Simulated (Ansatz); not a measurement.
SnSe₂

Input file:

```
crystal:
  lattice:
    - [3.8405676479, 0.0, 0.0]
    - [-1.920283824, 3.3260291481, 0.0]
    - [0.0, 0.0, 6.5233023644]
  atoms:
    - { symbol: Sn, position: [0.0, 0.0, 0.0] }
    - { symbol: Se, position: [0.3333333333, 0.6666666667, 0.2412719747] }
    - { symbol: Se, position: [0.6666666667, 0.3333333333, 0.7587280253] }
basis:
  ecutwfc: 500
kpoints:
  mp_grid: { grid: [12, 12, 6] }
hamiltonian:
  xc: r2scan
scf:
  occupations: { method: gaussian, width: 0.05 }
output:
  forces: true
  stress: true
  eigenvalues: true
  write_density: true
  write_potential: true
  elf: true
  volumetric_format: npy
```

Launched as:

```sh
ansatz run input.yaml --threads 1 --pin off --max-ram 2560MiB --backend cpu --events-out ev --progress --plain --runs-dir out
```

Below, planes, directions and counts refer to the conventional cell (a = 3.84 Å, b = 3.84 Å, c = 6.52 Å, α = 90.00°, β = 90.00°, γ = 120.00°).

Space group P-3m1.

These are results of DFT r2SCAN, scalar-relativistic, plane waves, PAW (Ansatz), not measurements.

> Predict the valence pseudo-density and electron localisation function between the atoms.

Sn–Se (2.72 Å): ρ is about 0.4 e/Å³ halfway; the ELF is about 0.65 at the midpoint.

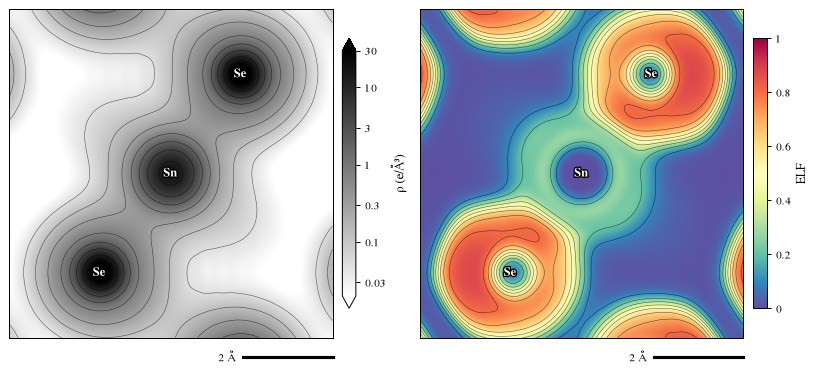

Computed valence pseudo-density and electron localisation function on the (110) plane of the conventional cell, in this order. 

In a PAW calculation such maps are meaningful between the atoms, not at the nuclei.
